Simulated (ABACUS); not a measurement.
**Run report: MgO, geometry relaxation (part 2 of 3)**

The same run, continued: MgO (Fm-3m, 2 atoms in the cell); Kohn-Sham DFT of a periodic cell, PBEsol, Ansatz NC PBE, no spin polarisation (ABACUS 3.10.1); cutoff 1360.57 eV, 10×10×10 k-mesh, fermi-dirac of 0.05 eV. The structure derives from a Materials Project entry.

Geometry of the input (Å; fractional positions):
```
0.0000  2.0970  2.0970
2.0970  0.0000  2.0970
2.0970  2.0970  0.0000
Mg 0.0000  0.0000  0.0000
O  0.5000  0.5000  0.5000
```

Output, continued
```
 LCAO ALGORITHM --------------- ION=   1  ELEC=   9--------------------------------

 Density error is 1.39634635903e-08
----------------------------------------------------------
     Energy           Rydberg                 eV
----------------------------------------------------------
 E_KohnSham     -152.7204270023      -2077.8680082237
 E_KS(sigma->0) -152.7204270023      -2077.8680082237
 E_Harris       -152.7204272858      -2077.8680120811
 E_band         -21.3351488098       -290.2795914906
 E_one_elec     -73.7626554483       -1003.5924137082
 E_Hartree      41.3312315942        562.3402550386
 E_xc           -25.1142374600       -341.6967303814
 E_Ewald        -95.1747656881       -1294.9191191727
 E_entropy(-TS) 0.0000000000         0.0000000000
 E_descf        0.0000000000         0.0000000000
 E_exx          0.0000000000         0.0000000000
 E_Fermi        0.7641969790         10.3974333082
----------------------------------------------------------

 charge density convergence is achieved
 final etot is -2077.8680082 eV
 EFERMI = 10.397433308 eV

 STATE ENERGY(eV) AND OCCUPATIONS    NSPIN == 1
[... levels at 47 further k points ...]

 correction force for each atom along direction 1 is -4.74030e-14
 correction force for each atom along direction 2 is -4.58473e-15
 correction force for each atom along direction 3 is -5.32698e-14
------------------------------------------------------------------------------------------
 TOTAL-FORCE (eV/Angstrom)
------------------------------------------------------------------------------------------
                       Mg1         0.0000000000         0.0000000000         0.0000000000
                        O1         0.0000000000         0.0000000000         0.0000000000
------------------------------------------------------------------------------------------

----------------------------------------------------------------
 TOTAL-STRESS (KBAR)
----------------------------------------------------------------
        37.8510589257        -0.0000000000        -0.0000000000
        -0.0000000000        37.8510589257        -0.0000000000
        -0.0000000000         0.0000000000        37.8510589257
----------------------------------------------------------------
 TOTAL-PRESSURE: 37.851059 KBAR

 Largest gradient in force is 0.000000 eV/A.
 Threshold is 0.010000 eV/A.

 Largest gradient in stress is 37.851059 kbar.
 Threshold is 1.000000 kbar.

 Relaxation is not converged yet!
CARTESIAN COORDINATES ( UNIT =       5.604186553700 Bohr ).
    atom                   x                   y                   z     mag                  vx                  vy                  vz
tauc_Mg1            0.0000000000        0.0000000000        0.0000000000  0.0000        0.0000000000        0.0000000000        0.0000000000
tauc_O1            0.7148090473        0.7148090473        0.7148090473  0.0000        0.0000000000        0.0000000000        0.0000000000

                          Volume (Bohr^3) = 128.569475
                             Volume (A^3) = 19.052008

 Lattice vectors: (Cartesian coordinate: in unit of a_0)
            +0.000000           +0.714809           +0.714809
            +0.714809           -0.000000           +0.714809
            +0.714809           +0.714809           +0.000000
 Reciprocal vectors: (Cartesian coordinate: in unit of 2 pi/a_0)
            -0.699488           +0.699488           +0.699488
            +0.699488           -0.699488           +0.699488
            +0.699488           +0.699488           -0.699488

 -------------------------------------------
 STEP OF RELAXATION : 2
 -------------------------------------------

[... set-up of the moved cell ...]

 LCAO ALGORITHM --------------- ION=   2  ELEC=   1--------------------------------

 Density error is 0.000710074634
----------------------------------------------------------
     Energy           Rydberg                 eV
----------------------------------------------------------
 E_KohnSham     -152.7207230733      -2077.8720364764
 E_Harris       -152.7393635034      -2078.1256525389
 E_Fermi        0.7310883882         9.9469678210
----------------------------------------------------------

[... 4 further cycles ...]
 LCAO ALGORITHM --------------- ION=   2  ELEC=   6--------------------------------

 Density error is 0.000000038489
----------------------------------------------------------
     Energy           Rydberg                 eV
----------------------------------------------------------
 E_KohnSham     -152.7207235364      -2077.8720427780
 E_KS(sigma->0) -152.7207235364      -2077.8720427780
 E_Harris       -152.7207232298      -2077.8720386057
 E_band         -21.8268996141       -296.9702044254
 E_one_elec     -75.3467154684       -1025.1446559544
 E_Hartree      41.8537655276        569.4496939315
 E_xc           -25.0785424507       -341.2110748642
 E_Ewald        -94.1492311450       -1280.9660058909
 E_entropy(-TS) 0.0000000000         0.0000000000
 E_descf        0.0000000000         0.0000000000
 E_exx          0.0000000000         0.0000000000
 E_Fermi        0.7307137937         9.9418712009
----------------------------------------------------------

 charge density convergence is achieved
 final etot is -2077.87204277803 eV
 EFERMI = 9.94187120087 eV

 STATE ENERGY(eV) AND OCCUPATIONS    NSPIN == 1
[... levels at 47 further k points ...]

 correction force for each atom along direction 1 is 0.000000
 correction force for each atom along direction 2 is -0.000000
 correction force for each atom along direction 3 is 0.000000
------------------------------------------------------------------------------------------
 TOTAL-FORCE (eV/Angstrom)
------------------------------------------------------------------------------------------
                       Mg1         0.0000000000         0.0000000000         0.0000000000
                        O1         0.0000000000         0.0000000000         0.0000000000
------------------------------------------------------------------------------------------

----------------------------------------------------------------
 TOTAL-STRESS (KBAR)
----------------------------------------------------------------
       -14.1954100632         0.0000000000        -0.0000000000
         0.0000000000       -14.1954100632         0.0000000000
         0.0000000000         0.0000000000       -14.1954100632
----------------------------------------------------------------
 TOTAL-PRESSURE: -14.195410 KBAR

 Largest gradient in force is 0.000000 eV/A.
 Threshold is 0.010000 eV/A.

 Largest gradient in stress is 14.195410 kbar.
 Threshold is 1.000000 kbar.

 Relaxation is not converged yet!
CARTESIAN COORDINATES ( UNIT =       5.604186553700 Bohr ).
    atom                   x                   y                   z     mag                  vx                  vy                  vz
tauc_Mg1            0.0000000000        0.0000000000        0.0000000000  0.0000        0.0000000000        0.0000000000        0.0000000000
tauc_O1            0.7124979120        0.7124979120        0.7124979120  0.0000        0.0000000000        0.0000000000        0.0000000000

                          Volume (Bohr^3) = 127.326422
                             Volume (A^3) = 18.867807

 Lattice vectors: (Cartesian coordinate: in unit of a_0)
            +0.000000           +0.712498           +0.712498
            +0.712498           -0.000000           +0.712498
            +0.712498           +0.712498           +0.000000
 Reciprocal vectors: (Cartesian coordinate: in unit of 2 pi/a_0)
            -0.701756           +0.701756           +0.701756
            +0.701756           -0.701756           +0.701756
            +0.701756           +0.701756           -0.701756

 -------------------------------------------
 STEP OF RELAXATION : 3
 -------------------------------------------

[... set-up of the moved cell ...]

 LCAO ALGORITHM --------------- ION=   3  ELEC=   1--------------------------------

 Density error is 0.000923827833
----------------------------------------------------------
     Energy           Rydberg                 eV
----------------------------------------------------------
 E_KohnSham     -152.7207899768      -2077.8729467453
 E_Harris       -152.6966663478      -2077.5447279354
 E_Fermi        0.7400925043         10.0694751049
----------------------------------------------------------

[... 4 further cycles ...]
 LCAO ALGORITHM --------------- ION=   3  ELEC=   6--------------------------------

 Density error is 0.000000045497
----------------------------------------------------------
     Energy           Rydberg                 eV
----------------------------------------------------------
 E_KohnSham     -152.7207907152      -2077.8729567918
 E_KS(sigma->0) -152.7207907152      -2077.8729567918
 E_Harris       -152.7207910087      -2077.8729607849
 E_band         -21.6811847856       -294.9876524746
 E_one_elec     -74.8746398093       -1018.7217371044
 E_Hartree      41.6975698641        567.3245429047
 E_xc           -25.0890969925       -341.3546767731
 E_Ewald        -94.4546237774       -1285.1210858190
 E_entropy(-TS) 0.0000000000         0.0000000000
 E_descf        0.0000000000         0.0000000000
 E_exx          0.0000000000         0.0000000000
 E_Fermi        0.7405801774         10.0761102381
----------------------------------------------------------

 charge density convergence is achieved
 final etot is -2077.87295679184 eV
 EFERMI = 10.07611023811 eV

 STATE ENERGY(eV) AND OCCUPATIONS    NSPIN == 1
 1/47 kpoint (Cartesian) = 0.00000 0.00000 0.00000 (520 pws)
       1     -64.280832       0.002000
       2     -30.962704       0.002000
       3     -30.962704       0.002000
       4     -30.962704       0.002000
       5      -9.294984       0.002000
       6       7.956562       0.002000
       7       7.956562       0.002000
       8       7.956562       0.002000
       9      12.441633       0.000000
      10      26.153615       0.000000
      11      26.153615       0.000000
      12      26.153615       0.000000

 2/47 kpoint (Cartesian) = 0.07018 0.07018 0.07018 (526 pws)
       1     -64.280024       0.016000
       2     -30.970975       0.016000
       3     -30.963542       0.016000
       4     -30.963542       0.016000
       5      -9.184935       0.016000
       6       7.280437       0.016000
       7       7.888185       0.016000
       8       7.888185       0.016000
       9      13.093757       0.000000
      10      24.824226       0.000000
      11      26.208801       0.000000
      12      26.208801       0.000000

 3/47 kpoint (Cartesian) = 0.14035 0.14035 0.14035 (528 pws)
       1     -64.277913       0.016000
       2     -30.992529       0.016000
       3     -30.965743       0.016000
       4     -30.965743       0.016000
       5      -8.884247       0.016000
       6       5.924803       0.016000
       7       7.714824       0.016000
       8       7.714824       0.016000
       9      14.314988       0.000000
      10      22.461043       0.000000
      11      25.712712       0.000000
      12      25.712712       0.000000

 4/47 kpoint (Cartesian) = 0.21053 0.21053 0.21053 (526 pws)
       1     -64.275303       0.016000
       2     -31.018990       0.016000
       3     -30.968479       0.016000
       4     -30.968479       0.016000
       5      -8.478228       0.016000
       6       4.578906       0.016000
       7       7.510809       0.016000
       8       7.510809       0.016000
       9      15.247566       0.000000
      10      20.715787       0.000000
      11      24.848913       0.000000
      12      24.848913       0.000000

 5/47 kpoint (Cartesian) = 0.28070 0.28070 0.28070 (525 pws)
       1     -64.273187       0.016000
       2     -31.040266       0.016000
       3     -30.970702       0.016000
       4     -30.970702       0.016000
       5      -8.113558       0.016000
       6       3.603133       0.016000
       7       7.353192       0.016000
       8       7.353192       0.016000
       9      15.582175       0.000000
      10      20.336577       0.000000
      11      24.249772       0.000000
      12      24.249772       0.000000

 6/47 kpoint (Cartesian) = 0.35088 0.35088 0.35088 (526 pws)
       1     -64.272378       0.008000
       2     -31.048363       0.008000
       3     -30.971554       0.008000
       4     -30.971554       0.008000
       5      -7.963808       0.008000
       6       3.242788       0.008000
       7       7.294599       0.008000
       8       7.294599       0.008000
       9      15.618581       0.000000
      10      20.398510       0.000000
      11      24.045250       0.000000
      12      24.045250       0.000000

[... levels at 41 further k points ...]

 correction force for each atom along direction 1 is 0.000000
 correction force for each atom along direction 2 is 0.000000
 correction force for each atom along direction 3 is 0.000000
------------------------------------------------------------------------------------------
 TOTAL-FORCE (eV/Angstrom)
------------------------------------------------------------------------------------------
                       Mg1         0.0000000000         0.0000000000         0.0000000000
                        O1         0.0000000000         0.0000000000         0.0000000000
------------------------------------------------------------------------------------------

----------------------------------------------------------------
 TOTAL-STRESS (KBAR)
----------------------------------------------------------------
         0.6748173424         0.0000000000         0.0000000000
         0.0000000000         0.6748173424        -0.0000000000
         0.0000000000        -0.0000000000         0.6748173424
----------------------------------------------------------------
 TOTAL-PRESSURE: 0.674817 KBAR

 Largest gradient in force is 0.000000 eV/A.
 Threshold is 0.010000 eV/A.

 Largest gradient in stress is 0.674817 kbar.
 Threshold is 1.000000 kbar.

 Relaxation is converged!

 --------------------------------------------
 !FINAL_ETOT_IS -2077.8729567918408065 eV
 --------------------------------------------
```

File mulliken.txt
```
 2
CALCULATE THE MULLIkEN ANALYSIS FOR EACH ATOM
 Total charge:	16
Decomposed Mulliken populations
0                             Zeta of Mg              Spin 1
s                                      0              2.0005
s                                      1              0.2689
s                                      2             -0.0257
SUM OVER M+Zeta                                       2.2436

pz                                     0              2.0022
px                                     0              2.0014
py                                     0              2.0010
SUM OVER M                                            6.0047
pz                                     1              0.2634
px                                     1              0.2444
py                                     1              0.0759
SUM OVER M                                            0.5837
SUM OVER M+Zeta                                       6.5884

dz^2                                   0              0.0357
dxz                                    0              0.0092
dyz                                    0              0.0154
dx^2-y^2                               0              0.0253
dxy                                    0              0.0131
SUM OVER M                                            0.0986
SUM OVER M+Zeta                                       0.0986

SUM OVER M+Zeta+L                                     8.9306

Total Charge on atom:                 Mg              8.9306


1                              Zeta of O              Spin 1
s                                      0              1.9957
s                                      1             -0.0632
SUM OVER M+Zeta                                       1.9325

pz                                     0              1.6319
px                                     0              1.7021
py                                     0              1.8030
SUM OVER M                                            5.1371
pz                                     1              0.0025
px                                     1             -0.0029
py                                     1             -0.0059
SUM OVER M                                           -0.0062
SUM OVER M+Zeta                                       5.1308

dz^2                                   0              0.0018
dxz                                    0             -0.0003
dyz                                    0              0.0012
dx^2-y^2                               0              0.0011
dxy                                    0              0.0023
SUM OVER M                                            0.0061
SUM OVER M+Zeta                                       0.0061

SUM OVER M+Zeta+L                                     7.0694

Total Charge on atom:                  O              7.0694
```

Trajectory as extended XYZ (Å, eV, eV/Å), 3 frames, from step=0 to step=2
```
2
Lattice="0.0000 2.0970 2.0970 2.0970 0.0000 2.0970 2.0970 2.0970 0.0000" Properties=species:S:1:pos:R:3:forces:R:3 step=0 energy=-2077.86801 pressure_GPa=3.79
Mg    0.0000    0.0000    0.0000    0.0000   0.0000   0.0000
O     2.0970    2.0970    2.0970    0.0000   0.0000   0.0000
2
Lattice="0.0000 2.1198 2.1198 2.1198 -0.0000 2.1198 2.1198 2.1198 0.0000" Properties=species:S:1:pos:R:3:forces:R:3 step=1 energy=-2077.87204 pressure_GPa=-1.42
Mg    0.0000    0.0000    0.0000    0.0000   0.0000   0.0000
O     2.1198    2.1198    2.1198    0.0000   0.0000   0.0000
2
Lattice="0.0000 2.1130 2.1130 2.1130 -0.0000 2.1130 2.1130 2.1130 0.0000" Properties=species:S:1:pos:R:3:forces:R:3 step=2 energy=-2077.87296 pressure_GPa=0.07
Mg    0.0000    0.0000    0.0000    0.0000   0.0000   0.0000
O     2.1130    2.1130    2.1130    0.0000   0.0000   0.0000
```

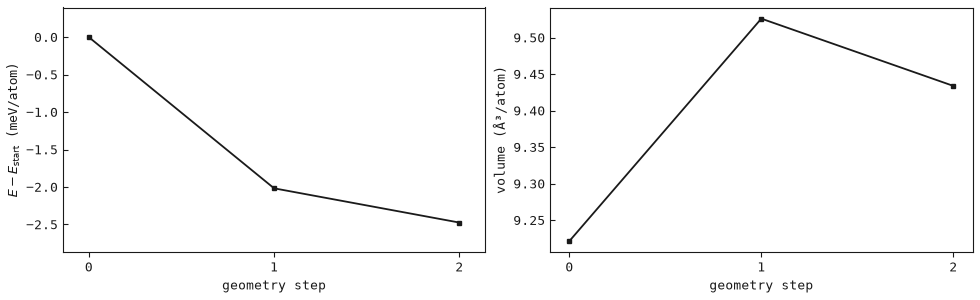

Fig. 1: Progress of the relaxation, step by step (steps are counted from 0).

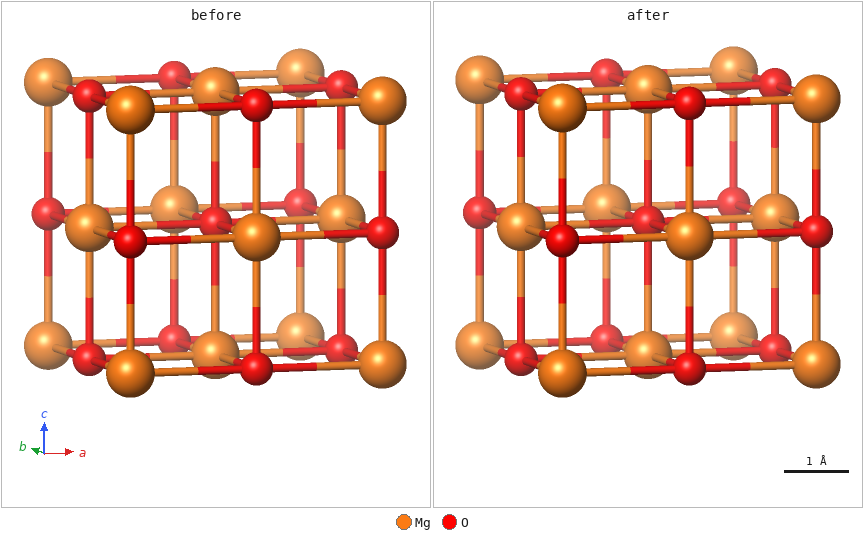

Fig. 2: Before (left) and after (right) the relaxation, at one scale (ball-and-stick view of the cell 4 times as large as that of the calculation, set on its symmetry axes, seen slightly off an axis). Over 2 geometry steps the energy falls by 2.5 meV per atom. All forces vanish by symmetry, so only the cell relaxes. Pressure: 3.79 GPa at the start and 0.07 GPa at the end. No atom moves by more than 0.005 Å relative to the cell. The volume changes by +2.3 %, with a = b = c 4.194 → 4.226 Å (+0.8 %). Distances before and after: Mg1–O2 2.097 → 2.113 Å. The space group stays Fm-3m (No. 225). (Atoms are counted from 1 in the order of the input.)
